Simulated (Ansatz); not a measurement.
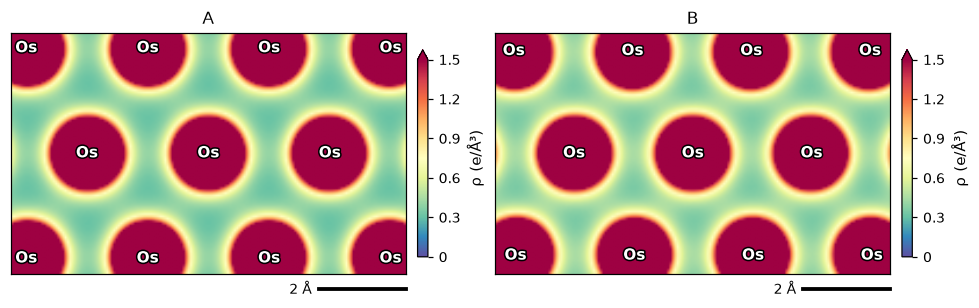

Os. The valence electron density of two cells that differ in size and shape, on the (111) plane of each (indices in the axes of the calculation cell), at one length scale and on one colour scale; one has 14.3 and the other 15.4 Å³ an atom.

Computed without spin polarisation.

All numbers below come from DFT PBEsol, scalar-relativistic, plane waves, PAW (Ansatz 0.2.0).

The larger cell:

```cif
data_structure
_symmetry_space_group_name_H-M 'P 1'
_symmetry_Int_Tables_number 1
_cell_length_a 2.7919
_cell_length_b 2.7919
_cell_length_c 2.7919
_cell_angle_alpha 60.000
_cell_angle_beta 60.000
_cell_angle_gamma 60.000
_cell_volume 15.39
loop_
_atom_site_label
_atom_site_type_symbol
_atom_site_fract_x
_atom_site_fract_y
_atom_site_fract_z
_atom_site_occupancy
Os1 Os 0.00000 0.00000 0.00000 1
```

The smaller cell: a = 2.730 Å, b = 2.730 Å, c = 2.709 Å, α = 60.25°, β = 60.25°, γ = 59.50°.

Which is the denser cell? Describe the effect of the change.

Answer. Panel B is the smaller cell, by 7 % in volume. From the larger cell to the smaller, Os–Os goes from 2.79 to 2.71 Å, and the density at its midpoint from 0.41 to 0.47 e/Å³; the pressure goes from −33 to −9 GPa.
